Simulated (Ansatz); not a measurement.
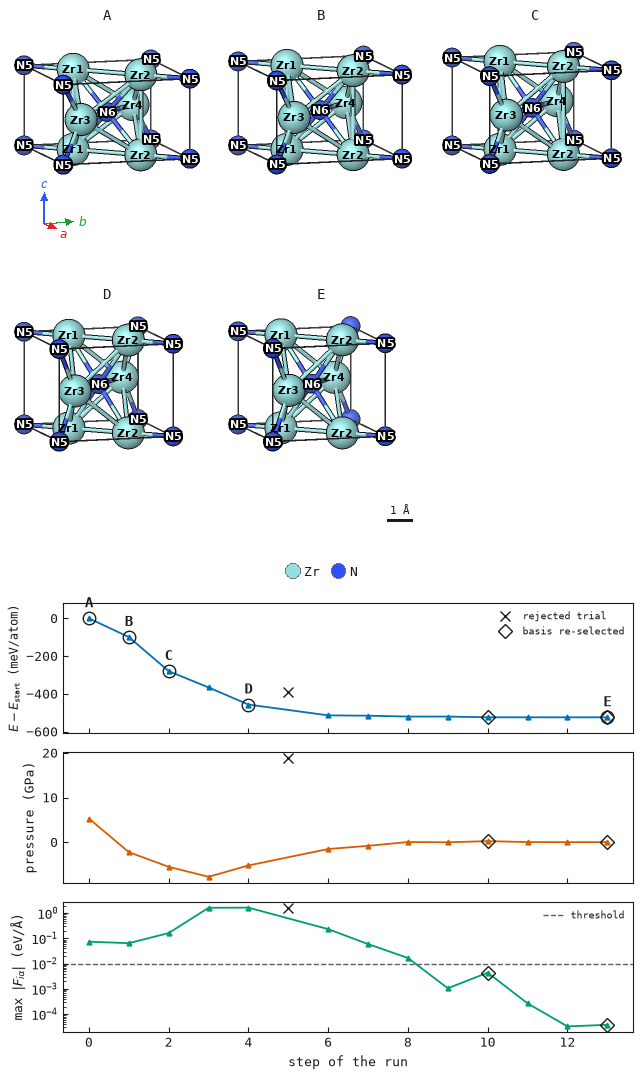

Frames of a relaxation of solid Zr₂N (set up in P4_2/mnm), marked on the history of the run. Style: ball-and-stick. Shown: the cell of the calculation, slightly off an axis.

Case: relaxed kmesh: [1, 1, 1] Gamma-centred.

Level of theory: Ansatz 0.2.0, DFT PBEsol, scalar-relativistic, plane waves, PAW. Set-up: plane-wave cutoff 420 eV; k-point mesh 1 × 1 × 1; occupations gaussian; smearing width 0.1 eV; no spin polarisation; cell and atoms relaxed; force threshold 0.01 eV/Å; at most 60 steps.

Q: What happens along the run?

A: The energy falls by 524 meV per atom in 10 accepted moves (13 points after the start). Largest force component: 0.074 eV/Å at the start, under 0.0001 eV/Å at the end. Pressure: 5.30 GPa at the start and 0.01 GPa at the end. The line search rejected the trial step at point 5 of the run. At 2 points the geometry stayed and the basis and grid were re-selected for the new cell (energy shift of 3.9 meV per atom at most each time). The largest moves relative to the cell, 0.033 Å, are those of Zr1, Zr2, Zr3 and Zr4. Zr3 goes along [−1 1 0]. N stays in place. The volume changes by −8.4 %, with a = b 5.413 → 4.806 Å (−11.2 %), c 3.308 → 3.844 Å (+16.2 %). Near-neighbour distances that change, for instance: Zr1–Zr1 3.308 → 3.844 Å, Zr1–Zr2 3.892 → 3.444 Å, Zr1–N5 2.267 → 1.979 Å, Zr1–Zr2 (another image) 3.121 → 2.838 Å. Bond angles that change, for instance: Zr3–N5–Zr4 86.7° → 72.9°, Zr3–N5–Zr3 93.3° → 107.1°. The space group stays P4_2/mnm (No. 136). The run took 8.8 s on 1 thread of Arm Neoverse V1, on a shared host, peak memory 0.3 GiB. From step 0 to 1: Zr atoms move most (0.02 Å), volume +2.6 %, energy −99.0 meV per atom. From step 1 to 2: Zr atoms move most (0.02 Å), volume −1.2 %, energy −181 meV per atom. From step 2 to 4: volume −7.6 %, energy −177 meV per atom. From step 4 to 13: Zr atoms move most (0.06 Å), volume −2.1 %, energy −67.5 meV per atom.

```tsv
step	E − E(0), meV/atom	largest force component, eV/Å	pressure, GPa	volume, Å³/atom	note
0	0.00	0.0743	5.30	16.153	
1	-99.01	0.0649	-2.23	16.570	
2	-279.60	0.1629	-5.51	16.370	
3	-365.85	1.6303	-7.76	15.941	
4	-456.64	1.6560	-5.21	15.118	
5	-389.61	1.6529	18.85	13.717	rejected
6	-513.79	0.2333	-1.53	14.869	
7	-515.60	0.0598	-0.82	14.870	
8	-520.15	0.0168	0.03	14.772	
9	-520.15	0.0011	-0.03	14.774	
10	-524.07	0.0044	0.23	14.774	same geometry, new basis
11	-524.11	0.0003	0.02	14.795	
12	-524.11	0.0000	0.00	14.797	
13	-524.11	0.0000	0.01	14.797	same geometry, new basis
```
